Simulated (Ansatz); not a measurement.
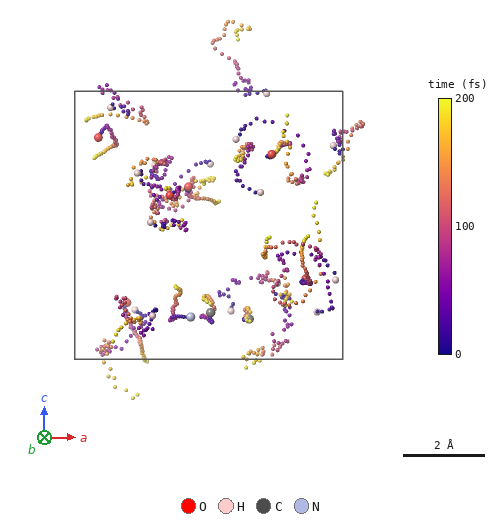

A Born-Oppenheimer molecular dynamics run of a periodic cell with 6 H2O + 1 CH3CN at 0.843 g/cm³, 200 fs long. It starts from the last geometry of an earlier run, with fresh velocities. Dots mark each atom's position at evenly spaced times, coloured by time; spheres stand at the starting positions. Seen along the b axis in the simulation cell.

The calculation used DFT PBE-D3(BJ), scalar-relativistic, plane waves, PAW in Ansatz 0.2.0. Run with plane-wave cutoff 420 eV; k-point mesh 1 × 1 × 1; Fermi-Dirac smearing 0.05 eV; constant energy (NVE); velocities drawn for 700 K; time step 0.5 fs.

**Describe the motion.**

In the second half of the run the atoms are, in the root-mean-square, this far from where they began (common drift taken out): H 1.59 Å, O 1.16 Å, N 0.85 Å, C 0.38 Å. The heavy atoms stay within a fraction of a molecule's size of their starting places; so short a run doesn't tell a liquid from a solid.

Limits of the set-up: the periodic images lie only 6.6 Å apart, so the values are limited by the cell's size.
